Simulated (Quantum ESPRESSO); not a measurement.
# stanene, 1 layer: a series in the field along the normal, part 2 of 4

Wanted: a table for stanene, 1 layer against the field along the normal, and what can be fitted to it.

Quantum ESPRESSO 7.5; plane-wave DFT, PBE, PseudoDojo fully relativistic norm-conserving pseudopotentials.

So far. Step 2 (Relaxing cell and ions of the reference):  The last row is no step: it is a fresh SCF in the final cell with a new plane-wave basis, +40 meV from the row before, a sign that the cell is biased by the basis (Pulay stress).

## 3. SCF with pw.x, 0 V/Å

The self-consistent run of this member.

Level of this step: plane-wave DFT, PBE, PseudoDojo fully relativistic norm-conserving pseudopotentials (Quantum ESPRESSO 7.5).

The input, m0.scf.in:

```
&control
  prefix = 'm0.scf'
  outdir = './out'
  pseudo_dir = './pseudo'
  calculation = 'scf'
  tprnfor = .true.
  tefield = .true.
  dipfield = .true.
/
&system
  ibrav = 0
  nat = 2
  ntyp = 1
  ecutwfc = 64
  ecutrho = 256
  occupations = 'smearing'
  smearing = 'fd'
  degauss = 0.002
  edir = 3
  emaxpos = 0.97
  eopreg = 0.04
  eamp = 0.0
  noncolin = .true.
  lspinorb = .true.
  nbnd = 34
/
&electrons
  conv_thr = 1e-09
  mixing_beta = 0.4
  electron_maxstep = 120
  mixing_mode = 'plain'
/
ATOMIC_SPECIES
  Sn  118.7100  Sn.dojo-fr-pbe-0.4-standard.upf
CELL_PARAMETERS angstrom
  4.54255057600000 0.00000000000000 0.00000000000000
  -2.27127528800000 3.93396419600000 0.00000000000000
  0.00000000000000 0.00000000000000 17.85000000000000
ATOMIC_POSITIONS crystal
  Sn  0.666666666700 0.333333333300 0.472888640100
  Sn  0.333333333300 0.666666666700 0.527111359900
K_POINTS automatic
  6 6 1 0 0 0
```

On the command line:

```bash
OMP_NUM_THREADS=1 mpirun -n 4 pw.x -nk 2 -in m0.scf.in > m0.scf.out
```

The program printed:

```text
[banner, memory and clock lines left out]
Program PWSCF v.7.5 starts
[citation notice left out]

[...]
bravais-lattice index     =            0
     lattice parameter (alat)  =       8.5842  a.u.
     unit-cell volume          =    2152.6082 (a.u.)^3
     number of atoms/cell      =            2
     number of atomic types    =            1
     number of electrons       =        28.00
     number of Kohn-Sham states=           34
     kinetic-energy cutoff     =      64.0000  Ry
     charge density cutoff     =     256.0000  Ry
     scf convergence threshold =      1.0E-09
     mixing beta               =       0.4000
     number of iterations used =            8  plain     mixing
     Exchange-correlation= PBE
                           (   1   4   3   4   0   0   0)
     Non magnetic calculation with spin-orbit

[...]
PseudoPot. # 1 for Sn read from file:
     ./pseudo/Sn.dojo-fr-pbe-0.4-standard.upf
     Pseudo is Norm-conserving + core correction, Zval = 14.0
     Generated using ONCVPSP code by D. R. Hamann
     Using radial grid of 1668 points, 10 beta functions with:
                l(1) =   0
                l(2) =   0
                l(3) =   1
                l(4) =   1
                l(5) =   1
                l(6) =   1
                l(7) =   2
                l(8) =   2
                l(9) =   2
               l(10) =   2

     atomic species   valence    mass     pseudopotential
     Sn               14.00   118.71000     Sn( 1.00)

     No symmetry found

[...]
number of k points=    20  Fermi-Dirac smearing, width (Ry)=  0.0020
[...]
Dense  grid:   148683 G-vectors     FFT dimensions: (  45,  45, 180)

     Initial potential from superposition of free atoms

     starting charge      27.9968, renormalised to      28.0000

     negative rho (up, down):  4.594E-06 0.000E+00

     Adding external electric field

     Computed dipole along edir(3) :
        Dipole               -0.0000 Ry au,         -0.0000 Debye
        Dipole field         -0.0000 Ry au,

        Potential amp.        0.0000 Ry
        Total length         32.3823 bohr

     Starting wfcs are   36 randomized atomic wfcs

     per-process dynamical memory:   182.3 Mb

     Self-consistent Calculation

     iteration #  1     ecut=    64.00 Ry     beta= 0.40
     Davidson diagonalization with overlap
     ethr =  1.00E-02,  avg # of iterations =  3.3

     Threshold (ethr) on eigenvalues was too large:
     Diagonalizing with lowered threshold

     Davidson diagonalization with overlap
     ethr =  9.04E-05,  avg # of iterations =  5.3

     negative rho (up, down):  1.624E-07 0.000E+00

     Adding external electric field

     Computed dipole along edir(3) :
        Dipole               -0.0001 Ry au,         -0.0002 Debye
        Dipole field         -0.0000 Ry au,

        Potential amp.        0.0000 Ry
        Total length         32.3823 bohr

     total energy              =    -315.00986652 Ry
     estimated scf accuracy    <       0.03332003 Ry

     iteration #  2     ecut=    64.00 Ry     beta= 0.40
[...]
Dipole                0.0002 Ry au,          0.0005 Debye
[...]
total energy              =    -315.00987897 Ry
     estimated scf accuracy    <       0.00668953 Ry

     iteration #  3     ecut=    64.00 Ry     beta= 0.40
[...]
Dipole               -0.0004 Ry au,         -0.0011 Debye
[...]
total energy              =    -315.01054769 Ry
     estimated scf accuracy    <       0.00036721 Ry

     iteration #  4     ecut=    64.00 Ry     beta= 0.40
[...]
Dipole                0.0019 Ry au,          0.0047 Debye
[...]
total energy              =    -315.01057859 Ry
     estimated scf accuracy    <       0.00004938 Ry

     iteration #  5     ecut=    64.00 Ry     beta= 0.40
[...]
Dipole               -0.0005 Ry au,         -0.0013 Debye
[...]
total energy              =    -315.01058194 Ry
     estimated scf accuracy    <       0.00000544 Ry

     iteration #  6     ecut=    64.00 Ry     beta= 0.40
[...]
Dipole               -0.0000 Ry au,         -0.0001 Debye
[...]
total energy              =    -315.01058280 Ry
     estimated scf accuracy    <       0.00000069 Ry

     iteration #  7     ecut=    64.00 Ry     beta= 0.40
[...]
Dipole                0.0001 Ry au,          0.0002 Debye
[...]
total energy              =    -315.01058297 Ry
     estimated scf accuracy    <       0.00000007 Ry

     iteration #  8     ecut=    64.00 Ry     beta= 0.40
[...]
Dipole               -0.0000 Ry au,         -0.0000 Debye
[...]
total energy              =    -315.01058299 Ry
     estimated scf accuracy    <       0.00000001 Ry

     iteration #  9     ecut=    64.00 Ry     beta= 0.40
[...]
Dipole               -0.0000 Ry au,         -0.0000 Debye
[...]
total energy              =    -315.01058300 Ry
     estimated scf accuracy    <          1.2E-09 Ry

     iteration # 10     ecut=    64.00 Ry     beta= 0.40
[...]
Dipole                0.0000 Ry au,          0.0000 Debye
[...]
End of self-consistent calculation

          k = 0.0000 0.0000 0.0000 ( 18433 PWs)   bands (ev):

   -23.4906 -23.4906 -23.4760 -23.4760 -23.4333 -23.4333 -23.3757 -23.3757
   -22.5362 -22.5362 -22.4563 -22.4563 -22.3878 -22.3878 -22.3248 -22.3248
   -22.2894 -22.2894 -22.2195 -22.2195 -11.0542 -11.0542  -4.9355  -4.9355
    -1.8900  -1.8900  -1.4069  -1.4069  -0.8170  -0.8170   0.1481   0.1481
     1.6595   1.6595

          k = 0.0000 0.1925 0.0000 ( 18579 PWs)   bands (ev):

   -23.4896 -23.4896 -23.4769 -23.4769 -23.4296 -23.4296 -23.3774 -23.3774
   -22.5253 -22.5253 -22.4615 -22.4615 -22.3778 -22.3778 -22.3585 -22.3585
   -22.2675 -22.2675 -22.2239 -22.2239 -10.8005 -10.8005  -5.2416  -5.2416
    -3.0996  -3.0996  -2.0979  -2.0979   0.0847   0.0847   0.4044   0.4044
     1.9371   1.9371

[...]
the Fermi energy is    -1.7082 ev

!    total energy              =    -315.01058300 Ry
     estimated scf accuracy    <          2.5E-10 Ry
     smearing contrib. (-TS)   =      -0.00019016 Ry
     internal energy E=F+TS    =    -315.01039285 Ry

     The total energy is F=E-TS. E is the sum of the following terms:
     one-electron contribution =    -772.41722559 Ry
     hartree contribution      =     392.84671601 Ry
     xc contribution           =     -87.97230706 Ry
     ewald contribution        =     152.53242379 Ry
     electric field correction =       0.00000000 Ry

     convergence has been achieved in  10 iterations

     Forces acting on atoms (cartesian axes, Ry/au):

     atom    1 type  1   force =    -0.00000011    0.00000006   -0.00017257
     atom    2 type  1   force =     0.00000011   -0.00000006    0.00017257

     Total force =     0.000244     Total SCF correction =     0.000091
     SCF correction compared to forces is large: reduce conv_thr to get better values

[...]
```

It took 2.2 min on 4 MPI ranks of Arm Neoverse V1, shared host; peak memory 1.2 GiB; 8.8 min of CPU time.

Read from the output:

```
free energy                          : -4285.9373 eV
energy at zero smearing              : -4285.9360 eV
Fermi energy                         : -1.708 eV
dipole along the normal              : 0 e·Å
valence top, on the run's zero       : -1.407 eV
conduction bottom, on the run's zero : -1.712 eV
```

By band count these two levels touch or overlap: there is no gap, and they are no band edges.

## 4. Potential by pp.x, 0 V/Å

plot_num = 11 writes the bare and Hartree potential, from which vacuum levels or, in a crystal, the mean potential are read.

The input, m0.pot.in:

```
&inputpp
  prefix = 'm0.scf'
  outdir = './out'
  filplot = 'm0.pot.dat'
  plot_num = 11
/
```

On the command line:

```bash
OMP_NUM_THREADS=1 mpirun -n 4 pp.x -in m0.pot.in > m0.pot.out
```

The program printed:

```text
[banner, memory and clock lines left out]
Program POST-PROC v.7.5 starts

          URL

     ./out/m0.scf.save/

     IMPORTANT: XC functional enforced from input :
     Exchange-correlation= PBE
                           (   1   4   3   4   0   0   0)
     Any further DFT definition will be discarded
     Please, verify this is what you really want

     Adding external electric field

     Computed dipole along edir(3) :
        Dipole                0.0000 Ry au,          0.0000 Debye
        Dipole field          0.0000 Ry au,

        Potential amp.       -0.0000 Ry
        Total length         32.3823 bohr

     Calling punch_plot, plot_num =  11

     Adding external electric field

     Computed dipole along edir(3) :
        Dipole                0.0000 Ry au,          0.0000 Debye
        Dipole field          0.0000 Ry au,

        Potential amp.       -0.0000 Ry
        Total length         32.3823 bohr

     Writing data to file  m0.pot.dat
     Message from routine chdens:
     namelist plot not found or invalid, exiting
```

Elapsed: 0.89 s, on 4 MPI ranks; peak memory 0.09 GiB; 3.3 s of CPU time.

This step gave:

| Property | Result |
| --- | --- |
| work function of the upper face | 4.274 eV |
| slope of the potential above | 8.44e-5 eV/Å |
| upper vacuum line continued to the top atoms, over the Fermi level | 4.274 eV |
| work function of the lower face | 4.275 eV |
| slope of the potential below | -6.77e-5 eV/Å |
| lower vacuum line continued to the bottom atoms, over the Fermi level | 4.274 eV |

Electrostatic potential energy of an electron, with the sawtooth; zero at the Fermi level. The potential energy, planar mean by z:

```
z (Å)  potential energy, planar mean (eV)
    0                                4.27
    1                                4.27
    2                                4.27
    3                                4.27
    4                                4.27
    5                                4.27
    6                                4.21
    7                                3.44
    8                               -4.21
    9                               -10.1
   10                               -2.24
   11                                3.71
   12                                4.23
   13                                4.27
   14                                4.27
   15                                4.27
   16                                4.27
   17                                4.27
```

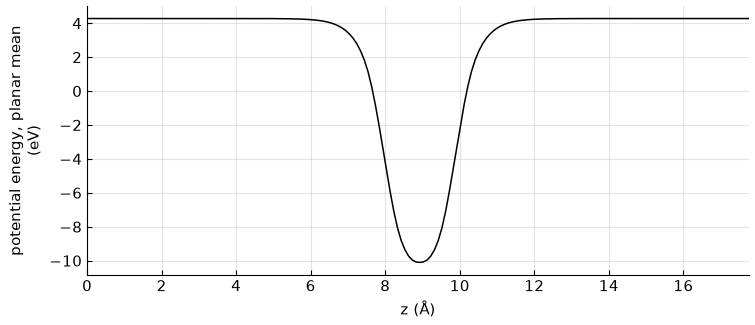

Potential energy, planar mean, plotted against z.

(Continued in part 3 of 4.)

[Logs are printed without paths, hosts, clocks, repeated set-up lines and the standing remarks that a program may print on its own settings, such as how far it seeks lower states.]

[Hosts, paths, dates, database ids (printed as entryN), source tags and the programs' standing remarks are cut or masked in the printed files.]

[Maps of the electrostatic potential energy from Ansatz leave out the sawtooth potential of an applied field or a dipole correction, so their vacuum need not be flat; planar profiles and work functions include it.]
